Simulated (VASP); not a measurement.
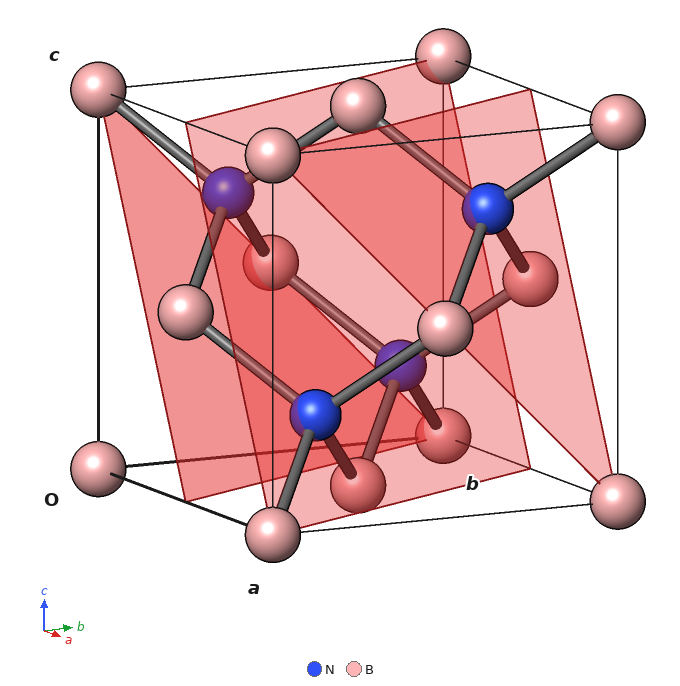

Crystal: BN, a cell listed in the Materials Project, as set up for an electronic-structure calculation. Every member of one family of equally spaced planes, hx + ky + lz = a whole number, that cuts the unit cell is shaded (one member passes through the origin O, touching the cell only at an edge or corner). Geometry calculated from the standardised cell; symmetry tolerance 0.002 Å.

a = 3.626 Å, b = 3.626 Å, c = 3.626 Å, α = 90.00°, β = 90.00°, γ = 90.00°.

### Which (hkl) family is drawn?

(2 1 1); the opposite sign names the same planes. The member next to the origin meets the axes a at 1/2, b at 1, c at 1.

### What is the spacing?

d = 1.480 Å.

### Which atoms of the cell lie in these planes (within 0.03 Å)?

2 of the 4 B, 2 of the 4 N.
